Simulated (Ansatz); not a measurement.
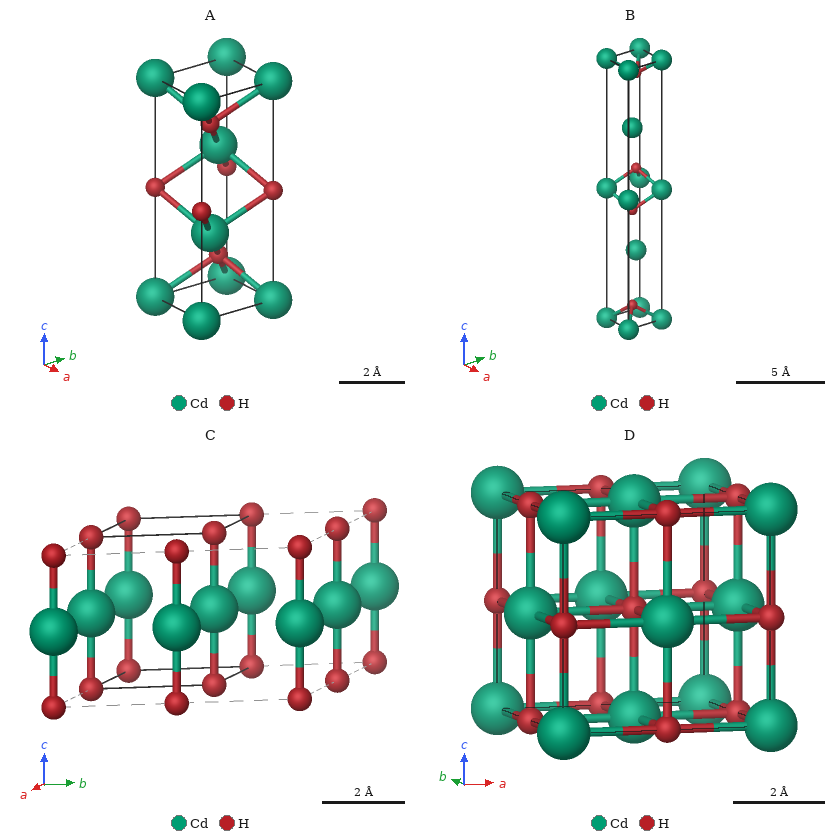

Four structures of CdH, each relaxed to rest (conventional cells in solid outline, small ones repeated, each panel with its own scale). Method: DFT PBE, scalar-relativistic, plane waves, PAW (Ansatz 0.2.0), without spin polarisation.

> What are the structures shown?

A: 6 atoms a cell on a rhombohedral (trigonal R) lattice, R-3m; B: 8 atoms a cell on a primitive hexagonal lattice, P6_3/mmc; C: 2 atoms a cell on a primitive hexagonal lattice, P6/mmm; D: rock salt (NaCl type), Fm-3m.

> Rank them by energy, lowest first.

C, then B (+33 meV/atom), A (+225 meV/atom) and D (+255 meV/atom), energies at zero smearing.

> Collect the results in a table.

| panel | structure | E − E(lowest) (meV/atom) | volume (Å³/atom) | gap (eV) |
| --- | --- | --- | --- | --- |
| C | P6/mmm | 0 | 15.6 | metal |
| B | P6_3/mmc | 33 | 16.6 | metal |
| A | R-3m | 225 | 13.8 | metal |
| D | Fm-3m | 255 | 14.1 | metal |

Some of these may be structure types tried for this composition rather than known phases, and the most stable form need not be among them. Gaps are taken on the k-mesh or band path of each run.
